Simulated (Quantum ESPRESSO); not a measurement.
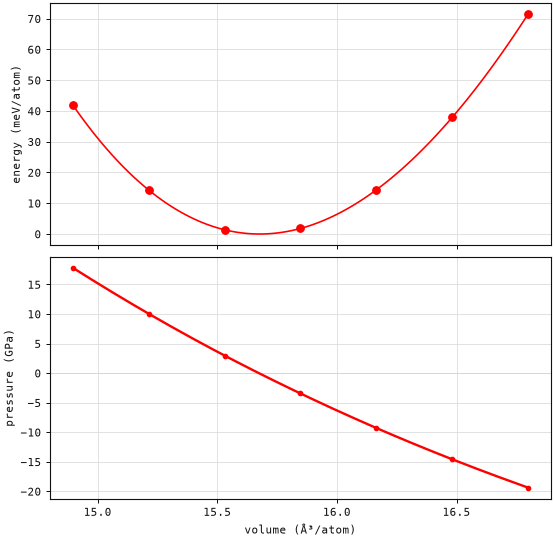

Energy and pressure against volume for W, space group Im-3m (No. 229).

A third-order Birch–Murnaghan fit gives V0 = 15.68 Å³/atom, B0 = 318 GPa and B′ = 3.8. The energy is 41.88 meV/atom at volume 14.90 Å³/atom and 71.39 meV/atom at 16.80 Å³/atom; the lowest computed point is at volume 15.53 Å³/atom (1.38 meV/atom). The pressure falls from 17.81 GPa at volume 14.90 Å³/atom to −19.36 GPa at 16.80 Å³/atom, and changes sign near 15.68 Å³/atom.

Computed with Quantum ESPRESSO 7.5: plane-wave DFT, no spin polarisation; energies at scaled volumes of the given cell, shape and fractions fixed, counted from the fit's minimum, third-order Birch-Murnaghan fit. Level: AM05.

k mesh 12×12×12; occupations Fermi–Dirac; smearing width 0.05 eV; potentials PseudoDojo 0.4.1 SR PBE standard; wave cutoff 1007 eV; density cutoff 4027 eV.

Cell as given: a = 2.741 Å, b = 2.741 Å, c = 2.741 Å, α = 109.47°, β = 109.47°, γ = 109.47°; 1 atom.

Caveats: potentials made for another functional.
